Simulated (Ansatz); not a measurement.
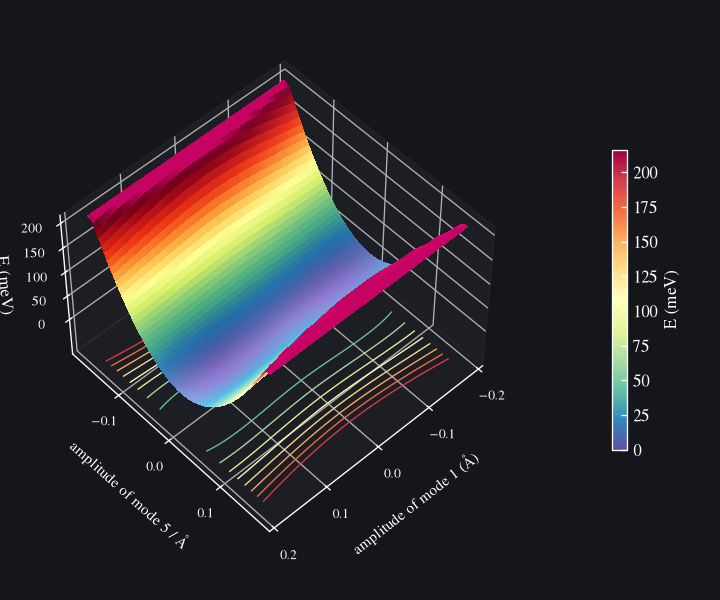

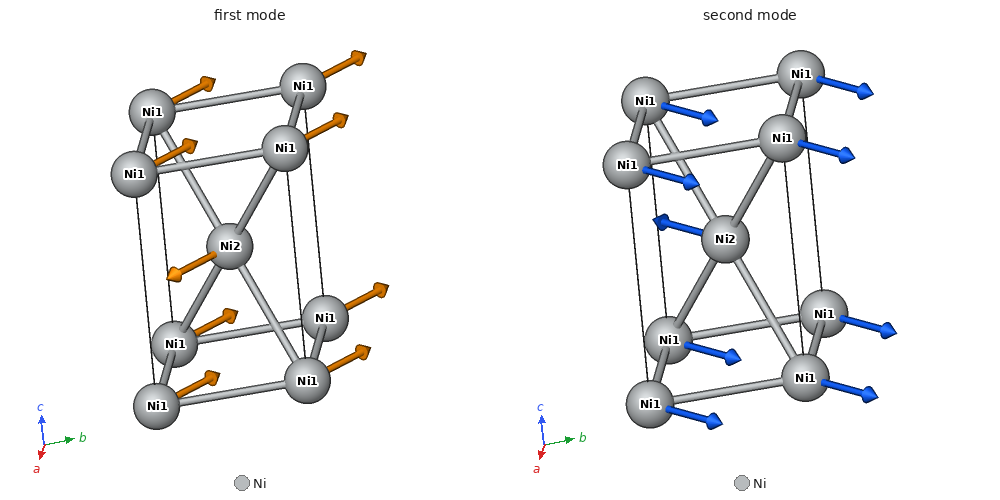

Energy landscape of Ni (Im-3m, No. 229; 2 atoms in the cell). The energy is mapped over two normal modes frozen in (zone-centre modes of the 2-atom cell of this scan, which folds in the wave vector (0, 0, 1/2) of the primitive cell). Coordinates scanned: (1) amplitude of mode 1 (48i cm⁻¹), largest displacement; (2) amplitude of mode 5 (221 cm⁻¹), largest displacement. Nothing is relaxed (the cell and all other modes fixed). The grid has 7 × 7 points; 16 points were computed and 33 follow by symmetry. Points are written as (first, second). Energies are in meV per cell, from the lowest grid point. The runs have no spin polarisation; a magnetic state may lie lower. Computed with DFT LDA, scalar-relativistic, plane waves, PAW in Ansatz. Settings: cutoff 520 eV, k-mesh 20×20×12 in the order of the run's cell vectors, gaussian smearing 0.15 eV, no spin polarisation.

The picture shows a relief with its contours projected below, any walls above the top of the colour scale cut off. Between grid points the surface is interpolated. The second picture is the reference structure; its two panels give the patterns of the first and the second mode as arrows.

What does the map say about the system?

The lowest grid point is at (−0.121 Å, 0.000 Å); the map holds 2 wells of about this depth. The reference structure, at (0.000 Å, 0.000 Å), is a saddle of this map. It is the only kind of minimum in the scanned range. The highest grid point, (0.000 Å, −0.169 Å), lies 283 meV above the lowest. The reference (Im-3m) is not the lowest structure on this map: a distortion lowers the energy (space group Cmcm at the lowest grid point).

The input of one point:

```yaml
crystal:
  lattice:
    - [-1.3590661858, 1.3590661858, 1.3590661858]
    - [1.3590661858, -1.3590661858, 1.3590661858]
    - [2.7181323716, 2.7181323716, 0.0]
  atoms:
    - { symbol: Ni, position: [0.0315555098, -0.0315555098, 0.0] }
    - { symbol: Ni, position: [0.4684444902, 0.5315555098, 0.5] }
basis:
  ecutwfc: 520.0
kpoints:
  mp_grid: { grid: [20, 20, 12] }
hamiltonian:
  xc: lda
  pseudopotentials: { kind: paw, azcp: { folder: soft_1 } }
scf:
  occupations: { method: gaussian, width: 0.15 }
output:
  forces: true
  stress: true
  eigenvalues: true
```

The whole map (16 points run) took 9.3 min on 2 threads of Arm Neoverse N1, with other jobs on the host.
